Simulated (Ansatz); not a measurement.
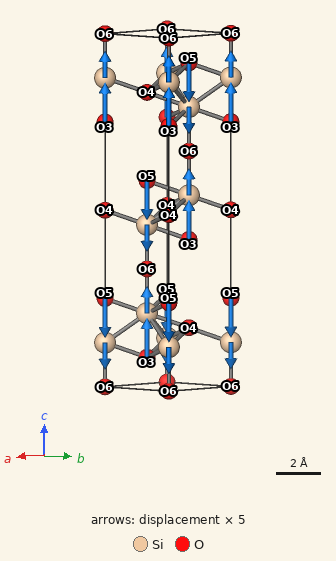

This is a relaxation of a crystal of SiO2 (a generated structure, set up in R-3m) (coarse preliminary run). The starting structure is drawn; blue arrows show the displacements (the part carried along by the change of the cell is left out), magnified 5 times.

The picture is a ball-and-stick view of the conventional cell (3 times the calculation's cell), seen from a free direction. Lengths and directions refer to the drawn axes.

The calculation used DFT PBE, scalar-relativistic, plane waves, PAW (Ansatz 0.2.0). Settings: plane-wave cutoff 420 eV; k-point mesh 6 × 6 × 6; occupations gaussian; smearing width 0.1 eV; collinear spin; cell and atoms relaxed; force threshold 0.04 eV/Å; at most 70 steps.

Q: Describe the change and its energy.

A: The largest moves relative to the cell, 0.37 Å, are those of O atoms. By element the largest moves are O 0.37 Å, Si 0.26 Å. The drawn cell changes at constant volume: a = b 3.379 → 3.545 Å (+4.9 %), c 16.556 → 15.049 Å (−9.1 %). Near-neighbour distances that change, for instance: O–Si 2.070 → 1.625 Å, Si–Si 2.390 → 2.703 Å, O–Si 2.070 → 1.764 Å, O–Si 2.070 → 2.229 Å. Among the angles between lasting bonds that change: Si–O–Si 70.5° → 90.0°, Si–O–Si 109.5° → 120.0°, Si–O–Si 109.5° → 105.4°. The space group stays R-3m (No. 166). Over 7 accepted moves (9 points after the start) the energy falls by 1234 meV per atom. The largest force component goes from 8.3 to 0.011 eV/Å. Pressure: 4.86 GPa at the start and 0.11 GPa at the end. The SCF was repeated twice at an unchanged geometry on a basis and grid sized afresh for the cell, which shifted the energy by 3.6 meV per atom at most. The program noted that the starting moments weren't kept.
